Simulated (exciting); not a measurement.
**Energy of Ta along an even scaling of the cell**

System: Ta (1 atom in the cell).
Method: Kohn-Sham DFT of a periodic cell, PBE, all-electron LAPW+lo, shipped species files, no spin polarisation (exciting sodium).

The 7 runs differ only in the geometry, by an even scaling of the cell at fixed fractional positions. The structure derives from an entry of the Crystallography Open Database.

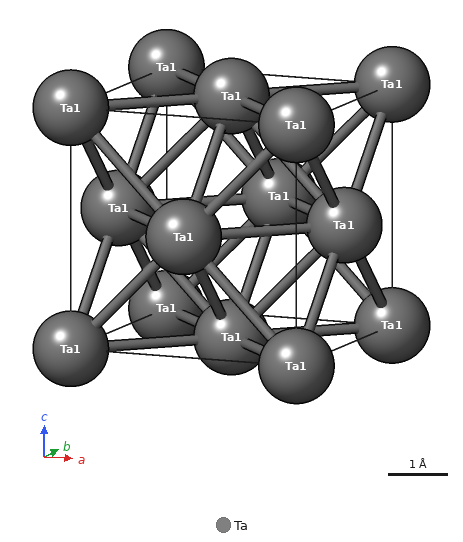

Figure 1. The structure of run 4 (ball-and-stick view of the cell 4 times as large as that of the calculation, set on its symmetry axes, seen slightly off an axis; atoms are numbered from 1 in the order of the input).

### Input of run 4
```
<input>
  <title>Ta</title>
  <structure speciespath="./" tshift="false">
    <crystal scale="1">
      <basevect>0.000000000000 3.987322122960 3.987322122960</basevect>
      <basevect>3.987322122960 0.000000000000 3.987322122960</basevect>
      <basevect>3.987322122960 3.987322122960 0.000000000000</basevect>
    </crystal>
    <species speciesfile="Ta.xml" rmt="2.3">
      <atom coord="0.000000000000 0.000000000000 0.000000000000"/>
    </species>
  </structure>
  <groundstate do="fromscratch" ngridk="11 11 11" rgkmax="9" gmaxvr="14" lmaxapw="10" lmaxmat="10" lmaxvr="8" xctype="GGA_PBE" stype="Fermi Dirac" swidth="0.00183747" nempty="12" ValenceRelativity="iora*" epsengy="1e-05" epspot="1e-05" maxscl="60" tforce="true" outputlevel="normal"/>
  <properties>
    <chargedensityplot>
      <plot3d>
        <box grid="15 15 15">
          <origin coord="0 0 0"/>
          <point coord="1 0 0"/>
          <point coord="0 1 0"/>
          <point coord="0 0 1"/>
        </box>
      </plot3d>
    </chargedensityplot>
    <elfplot>
      <plot3d>
        <box grid="15 15 15">
          <origin coord="0 0 0"/>
          <point coord="1 0 0"/>
          <point coord="0 1 0"/>
          <point coord="0 0 1"/>
        </box>
      </plot3d>
    </elfplot>
    <exccplot>
      <plot3d>
        <box grid="15 15 15">
          <origin coord="0 0 0"/>
          <point coord="1 0 0"/>
          <point coord="0 1 0"/>
          <point coord="0 0 1"/>
        </box>
      </plot3d>
    </exccplot>
  </properties>
</input>
```

Command:
```bash
OMP_NUM_THREADS=1 exciting_smp
```

Run 2 has the same physical settings and fractional positions; its lattice vectors (Å) are:
```
   0.000000    2.081483    2.081483
   2.081483    0.000000    2.081483
   2.081483    2.081483    0.000000
```

### Results, with one run withheld

```tsv
run	volume per atom (Å³)	free energy per atom, from the lowest run given (meV)
1	17.661	49.63
2	18.036	?
3	18.412	6.25
4	18.788	0.00
5	19.164	2.69
6	19.539	13.12
7	19.915	31.62
```

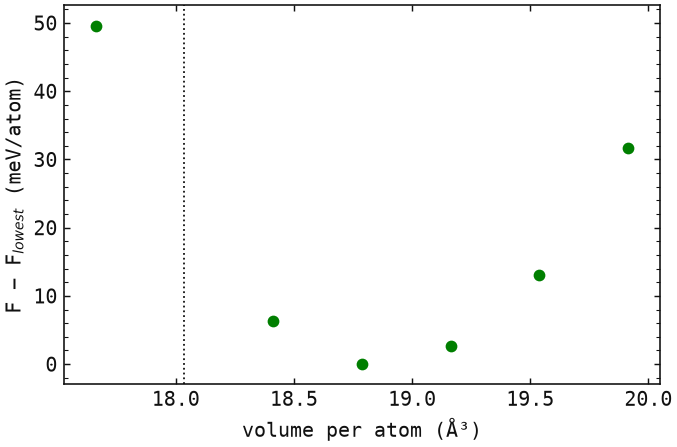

Figure 2. Free energy per atom of the runs given; the dotted line marks run 2.

Estimate the energy of run 2 from the others.

A cubic polynomial in V^(−2/3) (the Birch–Murnaghan form), fitted to the 6 runs given, misses them by at most 0.19 meV per atom. With x = V^(−2/3) − 0.14099 Å⁻², it reads F = −0.20259 − 343.67 x + 1.2545e+06 x² − 1.3947e+06 x³ (meV per atom). At run 2 it gives 22.59 meV per atom, and the run itself gives 22.69. The fit has its minimum at 18.862 Å³ per atom, where V d²F/dV² gives 189 GPa: the bulk modulus at this level, since symmetry fixes the shape and the positions.

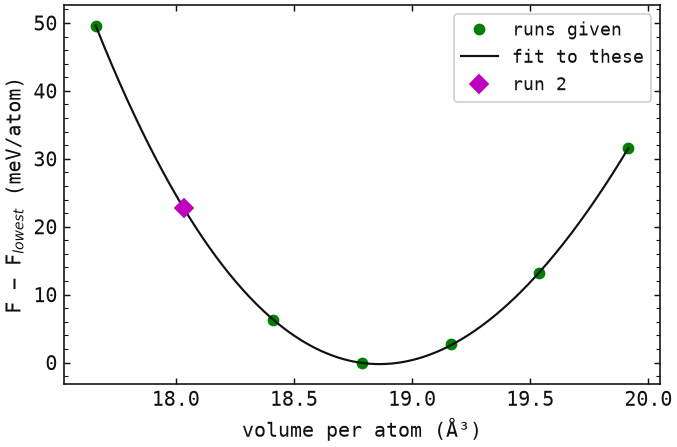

Figure 3. The fit and the withheld run.

### Some lines of the output (run 2)
```
[...]
 DOS at Fermi energy (states/Ha/cell)       :        38.53258631
 Absolute change in total energy   (target) :  0.146595E-02  ( 0.100000E-04)
 Total energy                               :    -15626.10648198
 Fermi energy                               :         0.49310167
 DOS at Fermi energy (states/Ha/cell)       :        38.53261238
 Absolute change in total energy   (target) :  0.192195E-03  ( 0.100000E-04)
 Total energy                               :    -15626.10648097
 DOS at Fermi energy (states/Ha/cell)       :        38.53258996
 Absolute change in total energy   (target) :  0.100389E-05  ( 0.100000E-04)
 Total energy                               :    -15626.10648133
 DOS at Fermi energy (states/Ha/cell)       :        38.53258080
 Absolute change in total energy   (target) :  0.363052E-06  ( 0.100000E-04)
 Total energy                               :    -15626.10648039
 DOS at Fermi energy (states/Ha/cell)       :        38.53258340
```

Notes: Spin–orbit coupling is left out, which matters for Ta.
